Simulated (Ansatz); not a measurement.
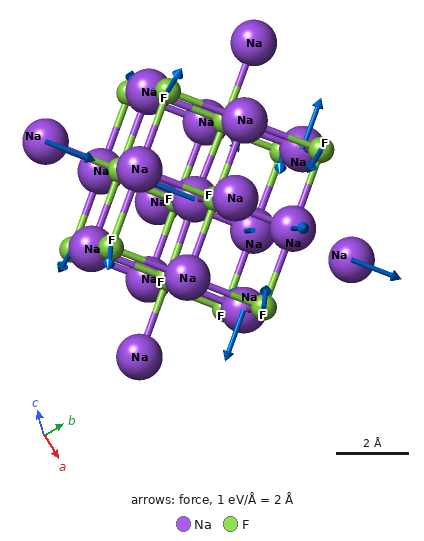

Starting geometry of a defect cell of composition Na16F15 (cell charge +1) with the computed forces as blue arrows. Style: ball-and-stick. Shown: the atoms within 5.0 Å of the atom that moves most (axes of the cell of the calculation), from a free direction.

Computed with DFT PBE, scalar-relativistic, plane waves, PAW; settings changed in Ansatz 0.2.0.

Input
```yaml
crystal:
  lattice:
    - [-4.6999823628, 4.6999823628, 4.6999823628]
    - [4.6999823628, -4.6999823628, 4.6999823628]
    - [4.6999823628, 4.6999823628, -4.6999823628]
  atoms:
    - { symbol: Na, position: [0.0, 0.25, 0.75] }
    - { symbol: Na, position: [0.0, 0.5, 0.5] }
    - { symbol: Na, position: [0.0, 0.75, 0.25] }
    - { symbol: Na, position: [0.25, 0.0, 0.75] }
    - { symbol: Na, position: [0.0, 0.0, 0.0] }
    - { symbol: Na, position: [0.25, 0.25, 0.5] }
    - { symbol: Na, position: [0.2436046421, 0.4936046421, 0.25] }
    - { symbol: Na, position: [0.5, 0.75, 0.75] }
    - { symbol: Na, position: [0.2436046421, 0.75, -0.0063953579] }
    - { symbol: Na, position: [0.5, 0.0063953579, 0.5063953579] }
    - { symbol: Na, position: [0.5, 0.25, 0.25] }
    - { symbol: Na, position: [0.75, 0.5, 0.75] }
    - { symbol: Na, position: [0.5, 0.4936046421, -0.0063953579] }
    - { symbol: Na, position: [0.7563953579, 0.75, 0.5063953579] }
    - { symbol: Na, position: [0.7563953579, 0.0063953579, 0.25] }
    - { symbol: Na, position: [0.75, 0.25, 0.0] }
    - { symbol: F, position: [0.5, 0.0007416215, -0.0007416215] }
    - { symbol: F, position: [0.5, 0.25, 0.75] }
    - { symbol: F, position: [0.7507416215, 0.4992583785, 0.25] }
    - { symbol: F, position: [0.5, 0.4992583785, 0.5007416215] }
    - { symbol: F, position: [0.7507416215, 0.75, -0.0007416215] }
    - { symbol: F, position: [0.7507416215, 0.0007416215, 0.7514832431] }
    - { symbol: F, position: [0.0, 0.25, 0.25] }
    - { symbol: F, position: [0.7507416215, 0.2514832431, 0.5007416215] }
    - { symbol: F, position: [-0.0014832431, 0.4992583785, -0.0007416215] }
    - { symbol: F, position: [0.0, 0.75, 0.75] }
    - { symbol: F, position: [0.2492583785, 0.0007416215, 0.25] }
    - { symbol: F, position: [0.0014832431, 0.0007416215, 0.5007416215] }
    - { symbol: F, position: [0.2492583785, 0.2485167569, -0.0007416215] }
    - { symbol: F, position: [0.2492583785, 0.4992583785, 0.7485167569] }
    - { symbol: F, position: [0.2492583785, 0.75, 0.5007416215] }
  host:
    lattice:
      - [0.0, 2.3499911814, 2.3499911814]
      - [2.3499911814, 0.0, 2.3499911814]
      - [2.3499911814, 2.3499911814, 0.0]
    atoms:
      - { symbol: Na, position: [0.0, 0.0, 0.0] }
      - { symbol: F, position: [0.5, 0.5, 0.5] }
total_charge: 1
basis:
  ecutwfc: 420
  xc_grid: 2
kpoints:
  mp_grid: { grid: [2, 2, 2], shift: [0.5, 0.5, 0.5] }
hamiltonian:
  xc: pbe
scf:
  occupations: { method: gaussian, width: 0.01 }
output:
  forces: true
  eigenvalues: true
relax:
  adjacent_minimum: "off"
  f_tol: 0.005
  max_steps: 45
  max_displacement: 0.05
```

Command:
```bash
ansatz run input.yaml --threads 4 --pin off --max-ram 6144MiB --backend cpu --events-out ev --progress --plain --runs-dir out
```

Q: What follows when this structure is relaxed?

A: It isn't relaxed: the largest force vector, on Na atoms, is 0.77 eV/Å. The atoms end up moving mostly along the starting forces (cosine between the two patterns 1.00). The largest moves, 0.11 Å, are those of Na7, Na9, Na10, Na13, Na14 and Na15. Na7 goes along [−1 −1 0]. Largest moves by element: Na 0.11 Å, F 0.07 Å. The lattice vectors keep their values. Near-neighbour distances that change, for instance: Na15–F23 2.290 → 2.184 Å, Na10–Na12 3.281 → 3.208 Å, Na12–F20 2.343 → 2.394 Å, Na10–F22 2.358 → 2.316 Å. Bond angles that change, for instance: Na7–F31–Na10 92.6° → 100.4°, F20–Na7–F25 177.4° → 169.6°, Na2–F31–Na10 178.9° → 173.8°. Over 4 geometry steps the energy falls by 0.454 eV per cell of the calculation. The largest force component goes from 0.77 to 0.0025 eV/Å. Cost: 15 s on 4 threads of Arm Neoverse V1 (shared host), peak memory 0.9 GiB.

Limits of the set-up: the periodic images lie only 8.1 Å apart, so the values are limited by the cell's size; the cell is charged, on a uniform background, and energies carry no finite-size correction.
